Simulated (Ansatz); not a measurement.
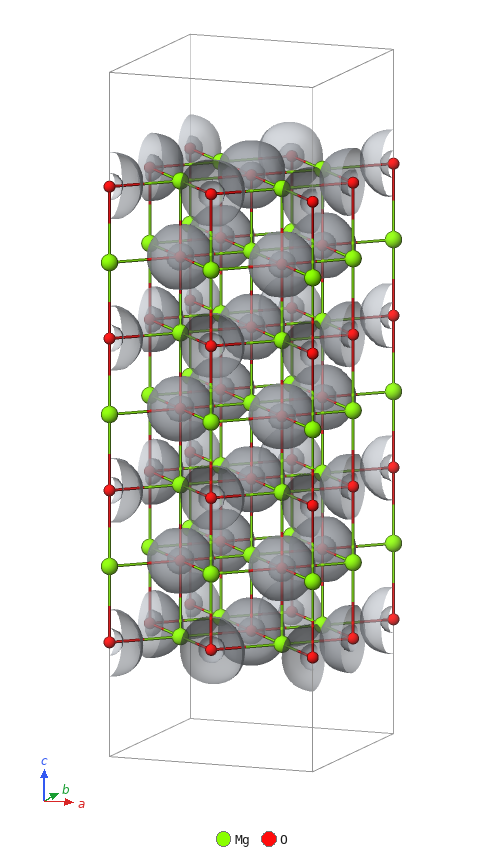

*MgO (slab). Isosurface of the electron localisation function at 0.7 (grey), seen slightly off an axis. Core shells and regions of very low density are left out. Sticks mark near contacts.*

Not relaxed (largest force 0.4 eV/Å).

Method: Ansatz, DFT PBE, scalar-relativistic, plane waves, PAW.

The calculation's input:

```
crystal:
  lattice:
    - [3.0078233141, 0.0, 0.0]
    - [0.0, 3.0078233141, 0.0]
    - [0.0, 0.0, 27.761113572]
  atoms:
    - { symbol: Mg, position: [0.5, 0.5, 0.2701620733] }
    - { symbol: O, position: [0.0, 0.0, 0.2701620733] }
    - { symbol: Mg, position: [0.0, 0.0, 0.3467747155] }
    - { symbol: O, position: [0.5, 0.5, 0.3467747155] }
    - { symbol: Mg, position: [0.5, 0.5, 0.4233873578] }
    - { symbol: O, position: [0.0, 0.0, 0.4233873578] }
    - { symbol: Mg, position: [0.0, 0.0, 0.5] }
    - { symbol: O, position: [0.5, 0.5, 0.5] }
    - { symbol: Mg, position: [0.5, 0.5, 0.5766126422] }
    - { symbol: O, position: [0.0, 0.0, 0.5766126422] }
    - { symbol: Mg, position: [0.0, 0.0, 0.6532252845] }
    - { symbol: O, position: [0.5, 0.5, 0.6532252845] }
    - { symbol: Mg, position: [0.5, 0.5, 0.7298379267] }
    - { symbol: O, position: [0.0, 0.0, 0.7298379267] }
basis:
  ecutwfc: 420
kpoints:
  mp_grid: { grid: [9, 9, 1] }
hamiltonian:
  xc: pbe
scf:
  occupations: { method: gaussian, width: 0.05 }
output:
  forces: true
  stress: true
  eigenvalues: true
  write_density: true
  write_potential: true
  elf: true
  volumetric_format: npy
efield:
  axis: 3
  dipole_correction: true
```

Launched as:

```sh
ansatz run input.yaml --threads 1 --pin off --max-ram 2560MiB --backend cpu --events-out ev --progress --plain --runs-dir out
```

Question: Describe the localisation domains.

Answer: The ELF exceeds this value in seven regions wrapped around O (the valence shell of each), counted in one cell of 14 atoms. Counts are for one cell; the picture repeats the cell along the surface.

Values along the shortest contacts:
Mg–O (2.13 Å): the ELF peaks at about 0.85 in the valence shell of O, 0.7 Å from its nucleus, and is about 0.35 at the midpoint; a closed-shell, largely ionic contact.
